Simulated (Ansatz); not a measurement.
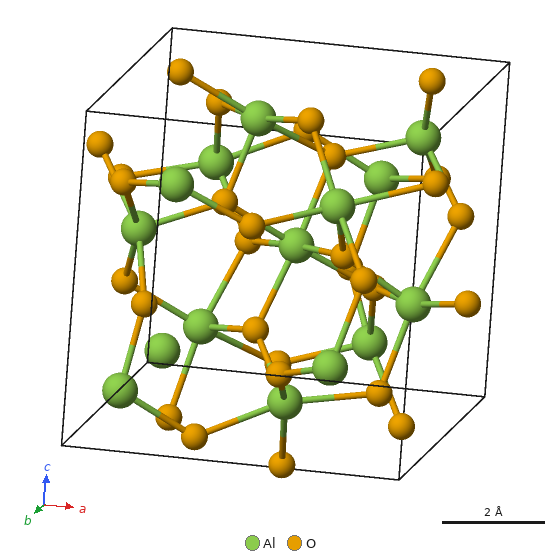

A ball-and-stick rendering, viewed from a general direction. Atoms at the boundary of the supercell (the box) are drawn once for each face, edge or corner they touch. The host is Al2O3, in a cell of 40 sites, and the cell carries a charge of -3.

What kind of defect was put in?

Answer. An aluminium vacancy. Around the empty site lie six O at about 2.0 to 2.1 Å.

Method used: DFT PBEsol, scalar-relativistic, plane waves, PAW (Ansatz 0.2.0). It ran with a basis cut at 420 eV, k-grid 2×2×2, Gaussian smearing of 0.01 eV, collinear spins.

Is there a net spin in the supercell?

Answer. No net moment.

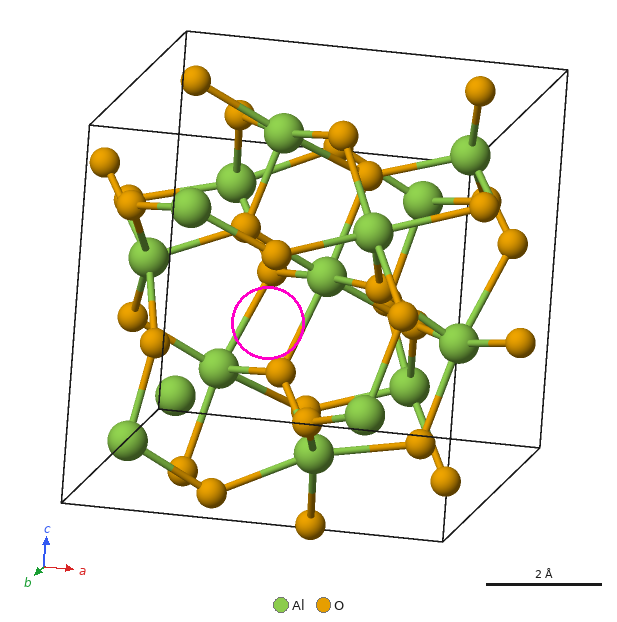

The same cell with a ring at the defect's site.

The atoms were relaxed in the host's cell with Ansatz, DFT PBEsol, scalar-relativistic, plane waves, PAW.
